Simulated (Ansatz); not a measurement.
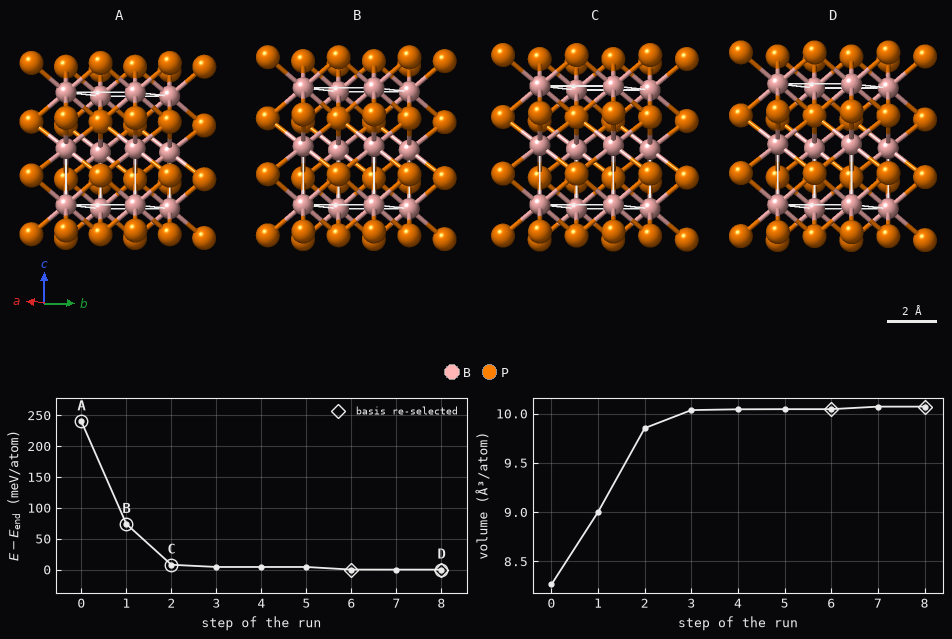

Frames of a relaxation of solid BP (built on the NiAs type), marked on the history of the run. A ball-and-stick model of the cell of the calculation, seen from a free direction.

Method: Ansatz, DFT, PBEsol, plane waves, PAW. (plane-wave cutoff 420 eV; k-point mesh 9 × 9 × 4; occupations fermi dirac; smearing width 0.03 eV; no spin polarisation; cell and atoms relaxed; force threshold 0.01 eV/Å; at most 120 steps)

**What happens along the run?**

After 6 accepted moves (8 points after the start) the energy has fallen by 240 meV per atom. All forces vanish by symmetry, so only the cell relaxes. The pressure goes from 49.75 to 0.03 GPa. At 2 points the geometry stayed and the basis and grid were re-selected for the new cell (energy shift of 4.2 meV per atom at most each time). No atom moves by more than 0.005 Å relative to the cell. Cell: a = b 2.861 → 3.050 Å (+6.6 %), c 4.664 → 5.002 Å (+7.2 %). Volume +21.8 %. Near-neighbour distances that change, for instance: B–P 2.022 → 2.160 Å. The space group stays P6_3/mmc (No. 194). From step 0 to 1: volume +8.9 %, energy −166 meV per atom. From step 1 to 2: volume +9.5 %, energy −66.0 meV per atom. From step 2 to 8: volume +2.2 %, energy −7.9 meV per atom.
